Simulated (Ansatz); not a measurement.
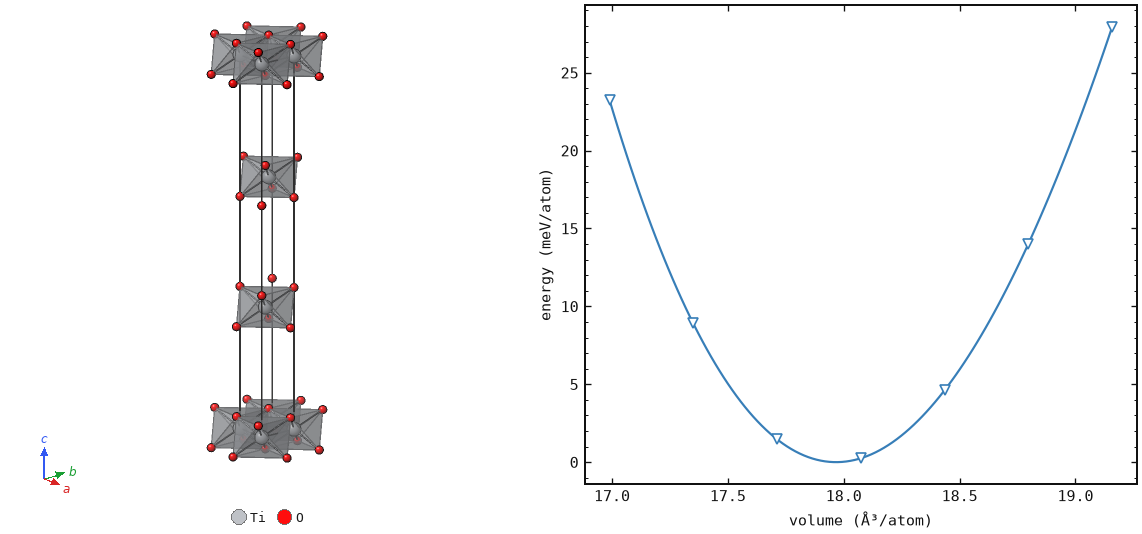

The picture above shows the energy against volume for TiO₂, space group R-3m (No. 166). The conventional cell is drawn beside the plot.

Structure:
```
CELL_PARAMETERS angstrom
1.49733 0.86448 6.98154
-1.49733 0.86448 6.98154
0.00000 -1.72897 6.98154
ATOMIC_POSITIONS crystal
Ti 0.00000 0.00000 0.00000
O 0.37953 0.37953 0.37953
O 0.62047 0.62047 0.62047
```

How it was computed, with Ansatz 0.2.0: all-electron LAPW DFT, no spin polarisation; energies at scaled volumes of the given cell, shape and fractions fixed, counted from the fit's minimum, third-order Birch-Murnaghan fit. Level: PBE.

```csv
setting,value
k mesh,10×10×10
occupations,Fermi–Dirac
smearing width,0.05 eV
potentials,"all electron LAPW, scalar relativistic"
program settings,basis error eV/atom 0.001
```

From this curve and the settings, what does the calculation give for the pressure at the same points?

The pressure falls from 8.00 GPa at volume 16.99 Å³/atom to −7.10 GPa at 19.16 Å³/atom, and changes sign near 17.97 Å³/atom.

| volume (Å³/atom) | pressure (GPa) |
| --- | --- |
| 16.99 | 8.00 |
| 17.35 | 4.77 |
| 17.71 | 1.87 |
| 18.07 | −0.74 |
| 18.44 | −3.09 |
| 18.80 | −5.20 |
| 19.16 | −7.10 |

Keep in mind: shape and atomic fractions are frozen while scaling, which makes layered, chain and framework solids too stiff.
